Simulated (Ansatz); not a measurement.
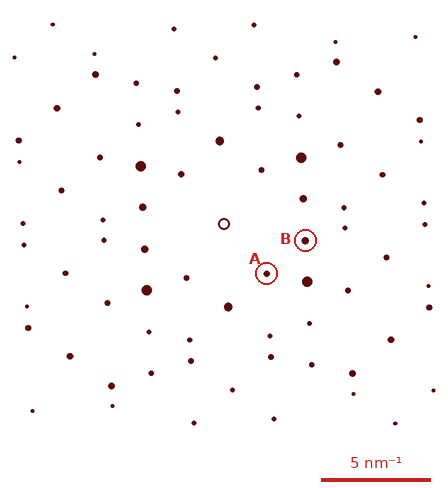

Kinematic zone-axis pattern, calculated for 80 keV electrons with B = 1 Å². Two individuals of a reflection twin are superposed (a geometric construction: whether this twin forms is not tested). Crystal: Ni, space group P6_3/mmc (No. 194), a = 3.80 Å, c = 4.25 Å (hexagonal axes), zone axis [100]. Structure: coordinates from a relaxation with DFT PBEsol, scalar-relativistic, plane waves, PAW (Ansatz 0.2.0); the starting structure was generated, so it need not be a known form of this composition.

In the first individual spot A is 0 -1 0 and spot B is 0 -1 -1.

> On which plane is the crystal twinned?

(01-1). The spot positions of the combined pattern are mirror-symmetric about the row through 0 1 -1 (d = 2.602 Å), which both individuals share, while a single individual has only symmetry 2mm without that mirror line. Friedel's law adds a mirror line at right angles, along which no low-index reflection lies.

> Which other reflections coincide?

Off the common row, 0 1 3, 0 2 2 and their kin fall on spots of the second individual; about 31 % of the first individual's visible spots are shared.
